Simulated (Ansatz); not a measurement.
## SiC: geometry relaxation (part 3 of 3)

Continued. System: SiC (6 atoms in the cell). Method: DFT PBE+D3(BJ), scalar-relativistic, plane waves, PAW, no spin polarisation (Ansatz 0.2.0); cutoff 420 eV, 12×8×8 k-mesh, Gaussian smearing of 0.01 eV. The structure derives from a Materials Project entry. It belongs to a series of runs on one base structure; here: 3 of 6 C sites taken by Si, cell and atoms relaxed.

Geometry of the input (Å; fractional positions):
```
1.7983  0.0000  -3.2615
-2.7274  -4.7239  0.0144
-2.7274  4.7239  0.0144
C  0.9375  0.4792  0.8125
C  0.9375  0.8125  0.4792
C  0.9375  0.1458  0.1458
Si 0.0625  0.1875  0.5208
Si 0.0625  0.5208  0.1875
Si 0.0625  0.8542  0.8542
```

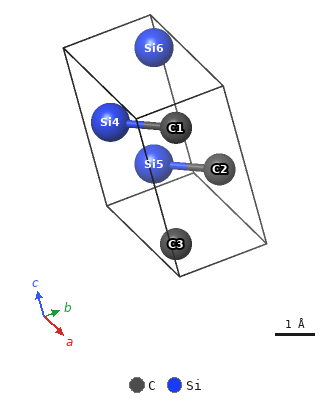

Figure 1. The geometry at step 12 of the log (ball-and-stick view of the cell of the calculation, seen slightly off an axis; atoms are numbered from 1 in the order of the input).

## Results in brief

| quantity | value |
| --- | --- |
| outcome | converged |
| space group (tolerance 0.01 Å) | R3m (160) → F-43m (216) |
| electrons treated | 24 |
| free energy | −2663.2802 eV |
| Fermi energy | 10.237 eV |
| gap on the k-point mesh | 1.35 eV |
| pressure | 0.00 GPa |
| final volume | 61.68 Å³ |
| largest force (length of the vector) at the end | under 0.001 eV/Å |
| final cell | a = 3.075 Å, b = 5.326 Å, c = 5.326 Å, α = 120.00°, β = 106.78°, γ = 106.78° |
| hardware | 1 thread of Intel Xeon (Granite Rapids), 128 GiB of memory available, shared host |
| wall time | 3.2 min |
| peak memory | 0.67 GiB |
